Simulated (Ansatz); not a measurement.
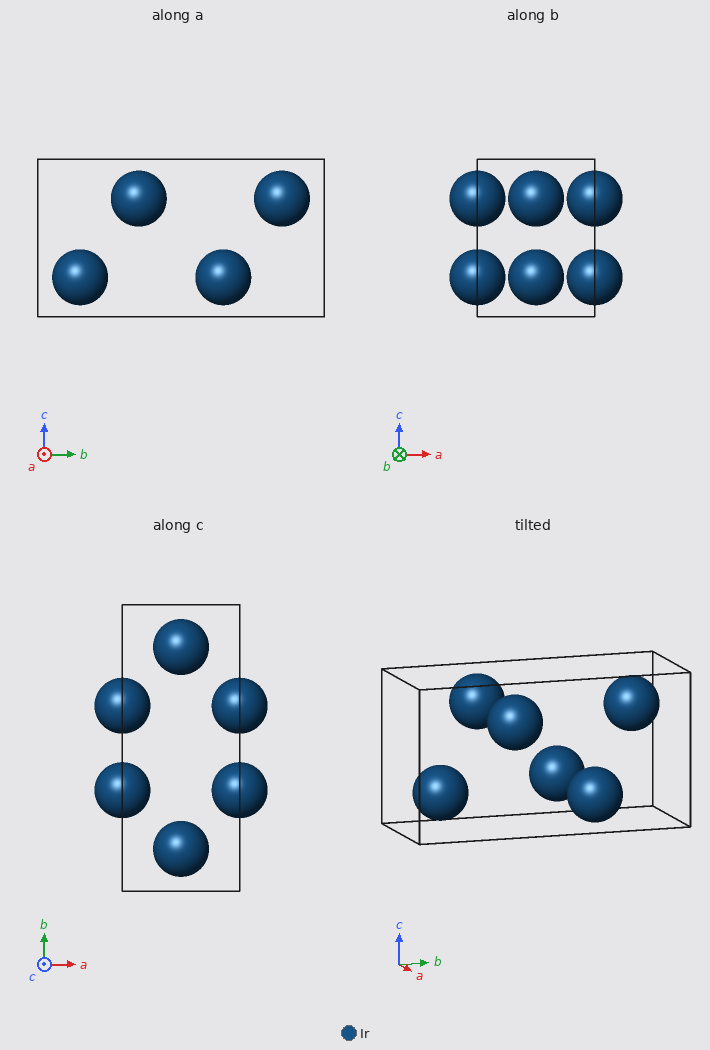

We look at a spheres-only model of the crystal along the a axis, along the b axis, along the c axis and slightly off an axis. Atoms at the boundary of the conventional unit cell (the box) are drawn once for each face, edge or corner they touch.

Lattice parameters: a = 2.751 Å, b = 6.719 Å, c = 3.694 Å, α = 90.00°, β = 90.00°, γ = 90.00°.

Q: Turn the picture into a table of Wyckoff sites, with free fractional coordinates to two decimals.

A: Space group Cmcm (No. 63).
```tsv
atom	site	x	y	z
Ir	4c	0.00	0.35	0.75
```

Starting structure: a structure type filled with this element by a generator (whether the element takes this form wasn't checked). Earlier steps of the study may have refined or changed the cell and positions. It went into a calculation with Ansatz.

At this level of theory the cell isn't at rest (stretched, at -18 GPa), so its distances can differ from those at equilibrium, the more so the softer the solid.
